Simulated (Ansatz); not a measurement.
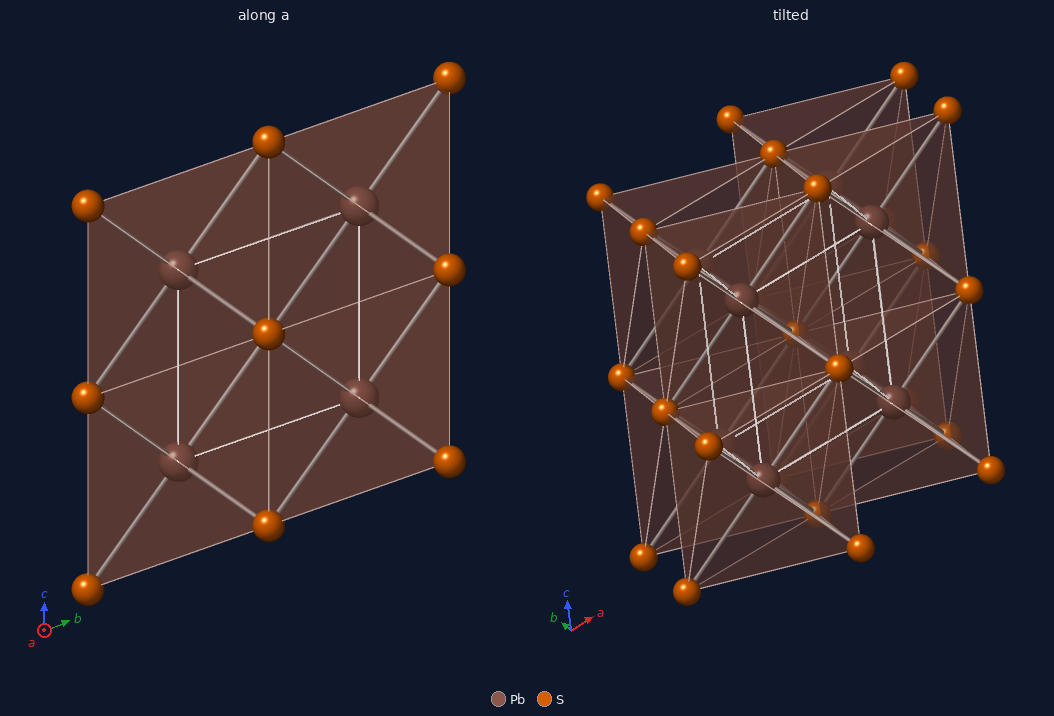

Shown here is a polyhedral view of the crystal, taken along the a axis and slightly off an axis. The simulation cell is drawn as a box. Some neighbours outside the box are added.

Input
```yaml
crystal:
  lattice:
    - [0.0, 3.0320411529, 3.0320411529]
    - [3.0320411529, 0.0, 3.0320411529]
    - [3.0320411529, 3.0320411529, 0.0]
  atoms:
    - { symbol: Pb, position: [0.0, 0.0, 0.0] }
    - { symbol: S, position: [0.5, 0.5, 0.5] }
kpoints:
  mp_grid: { grid: [8, 8, 8] }
  band_path:
    path:
      - [0.0, 0.0, 0.0]
      - [0.5, 0.0, 0.5]
      - [0.625, 0.25, 0.625]
      - [0.375, 0.375, 0.75]
      - [0.5, 0.5, 0.5]
      - [0.5, 0.25, 0.75]
      - [0.0, 0.0, 0.5]
    npoints: 1
hamiltonian:
  xc: pbe
scf:
  occupations: { method: fermi_dirac, width: 0.02 }
  n_extra_bands: 4
output:
  forces: true
  stress: true
  eigenvalues: true
```
Run as:
```sh
ansatz run input.yaml --threads 2 --pin off --max-ram 2211MiB --backend cpu --events-out ev --progress --plain --runs-dir out
```

All computed values are from Ansatz 0.2.0, DFT, PBE, plane waves, PAW. Settings: plane waves up to 420 eV, Brillouin-zone sampling on an 8×8×8 mesh, Fermi-Dirac smearing of 0.02 eV, no spin polarisation.

What is the band gap, if any?

Answer. A semiconductor at this level, with a gap of 0.58 eV, direct.

What is the pressure at this volume?

Answer. The computed pressure is -1.4 GPa (stretched: it would shrink).

The model was built from a structure type filled with these elements by a generator (whether the compound takes this form wasn't checked). The cell was then strained or its atoms displaced on purpose. A calculation with Ansatz used it as input.
